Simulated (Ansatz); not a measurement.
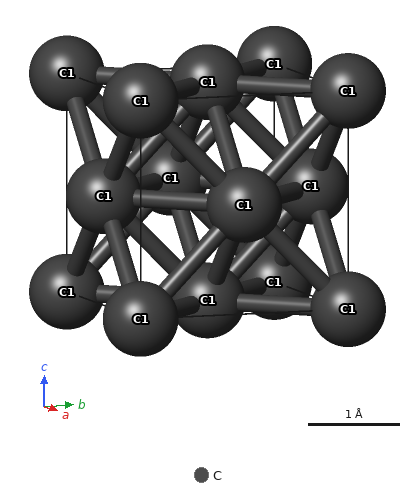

*The structure as given in the input (ball-and-stick view of the cell 4 times as large as that of the calculation, set on its symmetry axes, seen slightly off an axis; atoms are numbered from 1 in the order of the input).*

**C: single-point calculation**

System: C (Fm-3m, 1 atom in the cell).
Method: DFT, PBE, PAW with Ansatz's default frozen-core files, scalar-relativistic, no spin polarisation (Ansatz 0.2.0).

Its volume is 0.49 times that of the source entry. It belongs to a series of runs on one base structure; here: volume scaled by 0.489, to set the pressure. Figures and captions count atoms from 1; the log counts them from 0 in places.

## Output
```
Engine: ansatz 0.2.0, x86_64-unknown-linux-gnu
Pseudopotentials: kind: paw
Pseudopotential: C, paw, valence charge 4, recommended cutoff 420 eV (normal), C.paw.azcp
Functional definition: PBE
  parameter kappa = 0.804
  parameter beta = 0.06672455060314922
  exchange = pbe_x(kappa = kappa, mu = beta*pi^2/3)
  correlation = pbe_c(beta = beta)
Crystal: 1 atoms, lattice volume = 3.591 Å³
Basis set: ecut = 420 eV, 65 PW (Γ), exchange–correlation on 24×24×24 points (8 copies of the dense FFT grid, shifted against one another)
Bands: 6, of which v1, the nominal top of the filled ones, is band 2 counted from 1 (1 counted from 0)
Symmetry: 48 space group operations
Space group: Fm-3m (ITA 225), of the structure as read, at distance tolerance 1.5e-5 Å
k-points: 624 of 21952
Non-local potential: C, projectors of the file, l = 0: 2, l = 1: 2, l = 2: 1
PAW form: soft (Blöchl's): semilocal exchange-correlation on the pseudo side does not see the compensation charge
PAW one-centre angular grid: C, 110 points (default); XC on 64 Gauss nodes
Initial density: superposition of atomic densities (neutral atoms: chi_scale 0, normalization atom), corrected by the library's trained network
Initial wavefunctions: pseudopotential atomic-orbital guess
Functional: x = pbe(κ = 0.804, μ = 0.2195149727645171), c = pbe(β = 0.06672455060314922)
SCF iter   1: F=—  HF=-243.793864 eV  |F-HF|=—  |Δ(HF+E_count)|=         —  Δρ=4.58e-2  dr2=2.83e-2  ethr=1.77e-3  ⟨swp⟩=4.1  Hψ=27417  notcnv=0
preconditioner: auto → none  [metal: Δε(μ)=0.015 eV  Ē_g=32.196 eV  σ=0.050 eV  W_gap=0.07  n_scr=0 (ndim 8)  ℏωp=39.2 eV  f_vac=0.000  D(μ)=0.29/eV (n_scr^D=0)]
SCF iter   2: F=—  HF=-243.794909 eV  |F-HF|=—  |Δ(HF+E_count)|=   1.04e-3  Δρ=2.28e-2  dr2=6.90e-3  ethr=7.06e-4  ⟨swp⟩=1.8  Hψ=9253  notcnv=0  defer=103
SCF iter   3: F=—  HF=-243.794706 eV  |F-HF|=—  |Δ(HF+E_count)|=   2.03e-4  Δρ=6.21e-4  dr2=5.79e-6  ethr=1.73e-4  ⟨swp⟩=1.9  Hψ=5052  notcnv=0  defer=139
SCF iter   4: F=—  HF=-243.794704 eV  |F-HF|=—  |Δ(HF+E_count)|=   2.32e-6  Δρ=1.23e-4  dr2=2.29e-7  ethr=1.45e-7  ⟨swp⟩=2.3  Hψ=4776  notcnv=0  defer=139
iter 5 did not close the SCF: its close was put off for the readings that it lacked (scf_convergence_deferred on its scf_iter line)
SCF iter   5: F=-243.794704 eV  HF=-243.794704 eV  |F-HF|=3.16e-10  |Δ(HF+E_count)|=   3.49e-8  Δρ=1.49e-5  dr2=3.15e-9  ethr=5.72e-9  ⟨swp⟩=1.0  Hψ=3602  notcnv=0  defer=139
SCF iter   6: F=-243.794704 eV  HF=-243.794704 eV  |F-HF|=3.58e-12  |Δ(HF+E_count)|=  7.41e-11  Δρ=8.51e-7  dr2=7.62e-12  ethr=7.87e-11  ⟨swp⟩=1.7  Hψ=12001  notcnv=0
SCF 1 converged in 6 iterations: F = -243.794704 eV  dr2 = 7.62e-12
  greatest PAW one-centre occupation: 0.704 electrons in one spin orbital (limit 2), on the C atom at site 0 (counted from 0), in its partial waves of l = 0
```

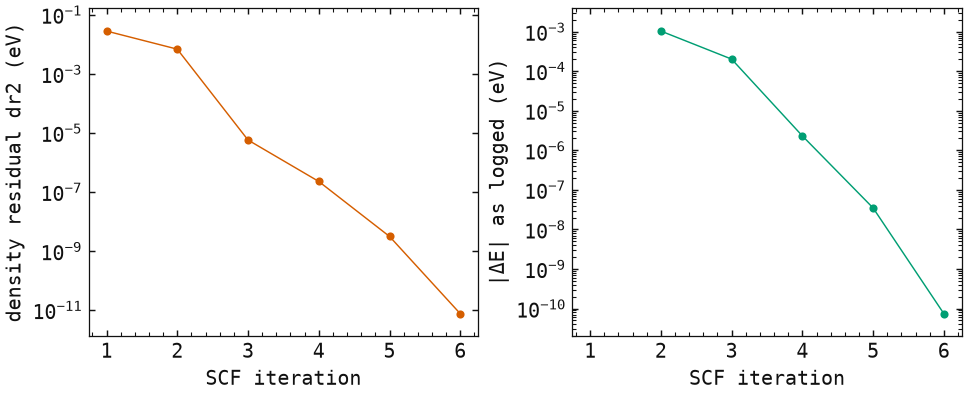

*Convergence of the self-consistent field: density residual dr2 and size of the energy change against the SCF iteration.*

The residual falls at every step.

```
SCF converged after 6 iterations
Free energy (F): -243.794704 eV
Harris-Foulkes:  -243.794704 eV  (|F-HF|=3.58e-12)
Internal energy: -243.792365 eV  (E = F + TS)
E sigma→0 (E₀):  -243.793535 eV
Entropy (-TS):   -0.002339 eV (-2.339 meV/atom)
Fermi energy:    26.669441 eV
--- Per-component energies (eV) ---
  E_band       = 54.725331
  E_kinetic    = 102.656097
  E_local      = -8.896672  (includes V_loc(G=0)·N_el)
  E_nonlocal   = 29.286080
  E_hartree    = 1.520218
  E_xc         = -52.286708
  E_vxc        = -65.261206  (∫ρ·V_xc dr)
  E_paw        = -98.801715  (= ΣΔE_a)
  E_vpaw       = -6.099413  (= ΣTr[D̂ρ^β])
  E_aug_tail   = 0.000006  (compensation charges beyond the density's cutoff)
  E_ewald      = -217.269671
  E_smearing   = -0.002339  (= −TS)
  E_closure    = 0.000000  (closes the sum)
  Σ components = -243.794704   (vs F -243.794704, Δ=0.00e0)
--- Forces (eV/Å), atoms counted from 1 ---
  atom   1  C     -0.00000000    -0.00000000    -0.00000000
  max |Σ_I F_I| component: 1.75e-32 eV/Å
--- Stress (GPa, compression-positive) ---
      383.676852      -0.000000       0.000000
        0.000000     383.676852       0.000000
        0.000000      -0.000000     383.676852
  P = ⅓ Tr σ = 383.6769 GPa (3836.769 kbar)
--- Band table (eV; the first three rows and the last of 624) ---
  k-point 0: bands = ["-5.1164", "41.5137", "41.5137", "41.5137", "67.4084", "67.4084"]
  k-point 1: bands = ["-5.0387", "41.1910", "41.4454", "41.4454", "66.3491", "67.5709"]
  k-point 2: bands = ["-4.8057", "40.2370", "41.2516", "41.2516", "64.6722", "68.0261"]
  k-point 623: bands = ["17.2635", "17.2635", "21.8460", "26.0498", "55.5991", "67.2853"]
```

The run was set up as follows.

## Input
```yaml
crystal:
  lattice:
    - [0.0, 1.2154552085, 1.2154552085]
    - [1.2154552085, 0.0, 1.2154552085]
    - [1.2154552085, 1.2154552085, 0.0]
  atoms:
    - { symbol: C, position: [0.0, 0.0, 0.0] }
kpoints:
  mp_grid: { grid: [28, 28, 28] }
scf:
  occupations: { method: fermi_dirac, width: 0.05 }
hamiltonian:
  xc: pbe
  pseudopotentials: { kind: paw }
output:
  forces: true
  stress: true
  eigenvalues: true
```

Launch command:
```bash
ansatz run input.yaml --threads 1 --pin off --max-ram 3584MiB --backend cpu --events-out ev --progress --plain --runs-dir out
```

## Results in brief

| quantity | value |
| --- | --- |
| outcome | converged |
| space group (tolerance 0.01 Å) | Fm-3m (225) |
| electrons treated | 4 |
| free energy | −243.7947 eV |
| Fermi energy | 26.669 eV |
| pressure | 383.68 GPa |
| largest force (length of the vector) | under 0.001 eV/Å |
| hardware | 1 thread of Intel Xeon @ 2.50GHz (Skylake/Cascade Lake), 192 GiB of memory available, shared host |
| wall time | 2.2 s |
| peak memory | 0.34 GiB |

## Notes

The cell is under a pressure of 384 GPa at this level, so it is not at its equilibrium volume.
